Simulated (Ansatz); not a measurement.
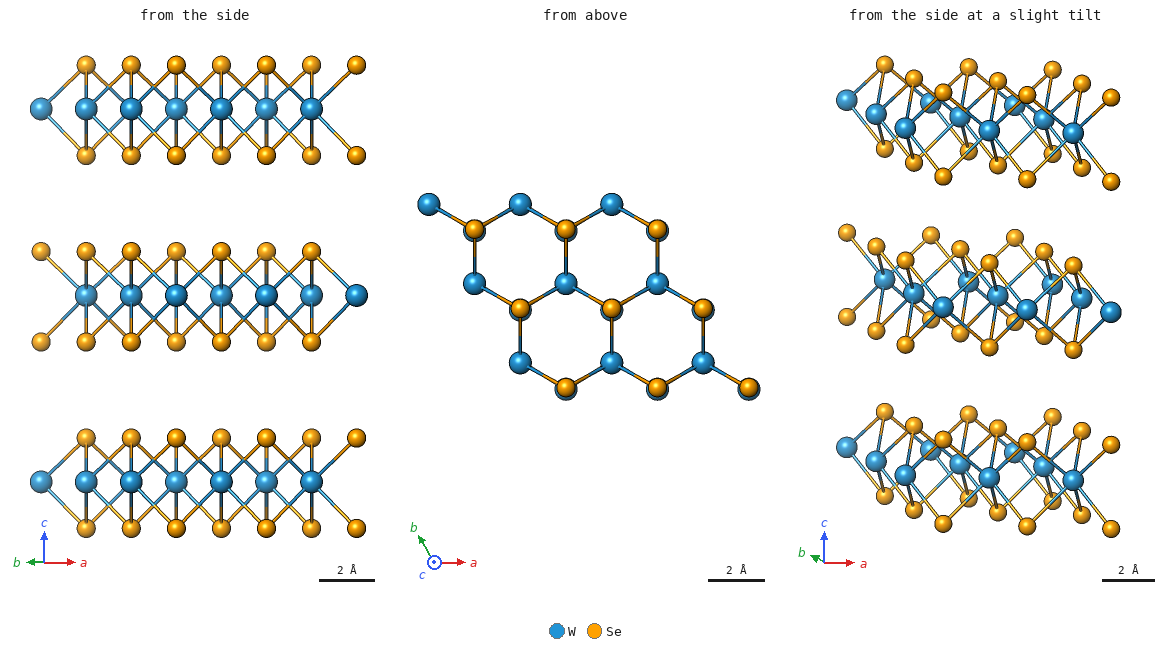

A ball-and-stick picture of a periodic slab, seen from the side, from above and from the side at a slight tilt. The surface normal points up in side views; the vacuum is left out. 3×3 cells are drawn in the plane, with atoms at the edges repeated.

The cell holds 3 W, 6 Se.

Q: Which species face the vacuum on either side?

A: The top face ends in Se, the bottom face in Se. The two faces are alike.

Q: How far does the slab extend along the normal?

A: About 17 Å from the lowest to the highest atom.

Q: How are the atomic planes stacked?

A: Nine planes: Se / W / Se / Se / W / Se / Se / W / Se.

The initial geometry was a structure listed in the Materials Project. The cell was then strained or its atoms displaced on purpose. A calculation with Ansatz used it as input.

At this level of theory the run's own cell isn't at rest (forces up to 1.8 eV/Å), so its distances can differ from those at equilibrium, the more so the softer the solid.
